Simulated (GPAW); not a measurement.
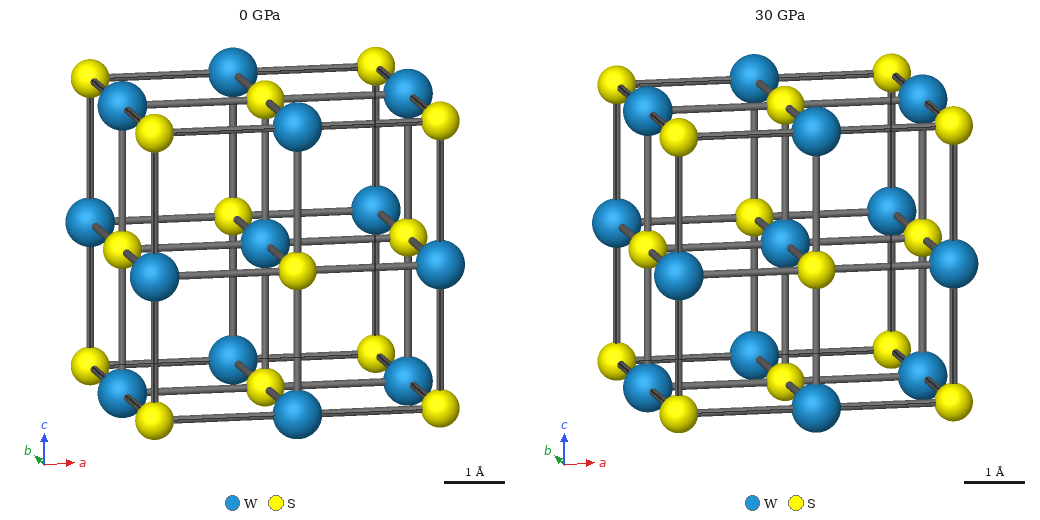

WS, rock salt (NaCl type), space group Fm-3m (No. 225), relaxed (cell and atoms) under a series of hydrostatic pressures; the conventional cell is drawn at the lowest and the highest, to one scale (sticks follow a distance rule). The start was a cell made by a generator, which needn't be a real form of the compound.

Alike in all runs: GPAW 26.7.0; functional PBE; potentials GPAW PAW data sets (gpaw-data 1.2.1); cutoff 600 eV; k mesh 6 × 6 × 6 on the run's cell of 2 atoms; occupations fermi-dirac, width 0.05 eV; no spin polarisation; no spin-orbit coupling.

```tsv
pressure (GPa)	volume (Å³/atom)	a (Å)
0.1	15.215	4.956
2.0	15.075	4.941
5.0	14.859	4.917
10.0	?	?
20.0	13.993	4.820
30.1	13.539	4.767
```

> Fit a third-order Birch-Murnaghan equation to the rows given and use it to fill in the volume that is left out.

The fit gives V0 = 15.23 Å³/atom, B0 = 195 GPa and B0′ = 4.6, which puts the volume at 10.0 GPa at 14.54 Å³/atom. The run gave volume 14.539 Å³/atom; a 4.881 Å.

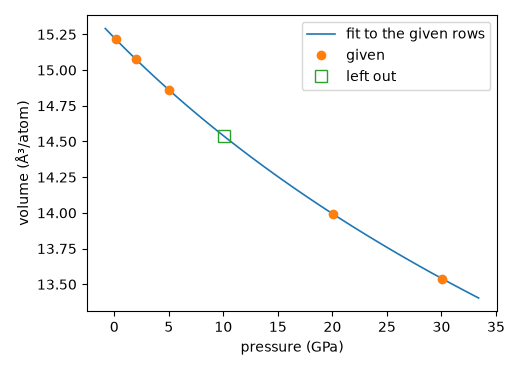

Volume against pressure, with the fit. The structure was kept in its own symmetry, so a change to another phase within this range wouldn't be seen.

Caveat: later steps reuse the first step's grids; this functional lacks dispersion, which binds the layers, so pressure and spacing across them come out too large; spin-orbit coupling is left out, which matters for W, if less for volumes and forces than for levels.
